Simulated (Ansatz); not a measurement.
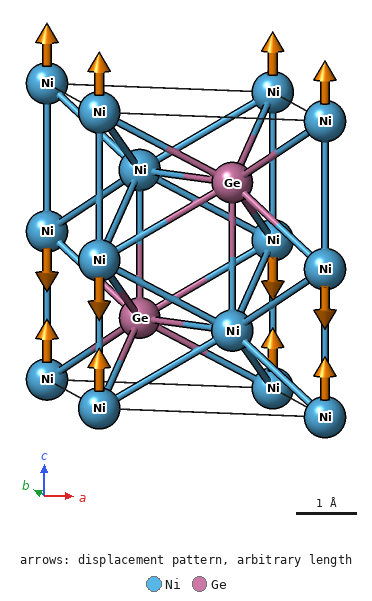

Phonons of a crystal of Ni₂Ge, space group P6₃/mmc (No. 194), at the zone centre. The optical levels lie at 96, 96 (×2), 126 (×2), 128, 174, 184 (×2), 214, 270, 294 (×2), 299 (×2) cm⁻¹. One mode is drawn. The orange arrows are the displacements of the atoms (eigenvector over the root of the mass), of arbitrary overall length and sign. A ball-and-stick model of the cell of the calculation, seen slightly off an axis.

Computed with DFT PBEsol, scalar-relativistic, plane waves, PAW in Ansatz. Set-up: plane-wave cutoff 420 eV; k-point mesh 12 × 12 × 10; occupations gaussian; smearing width 0.15 eV; no spin polarisation.

To which level does it belong?

Answer. The level at 270 cm⁻¹. This is the B₂u mode, optical level 8 of 10, counted from below, silent by symmetry (neither infrared- nor Raman-active). The Ni (2d) and Ge atoms stay at rest; all motion is along c; atoms of one kind move against one another, with no net shift of their sublattice.

Limits of the set-up: an element that often carries a moment was run without spin polarisation.
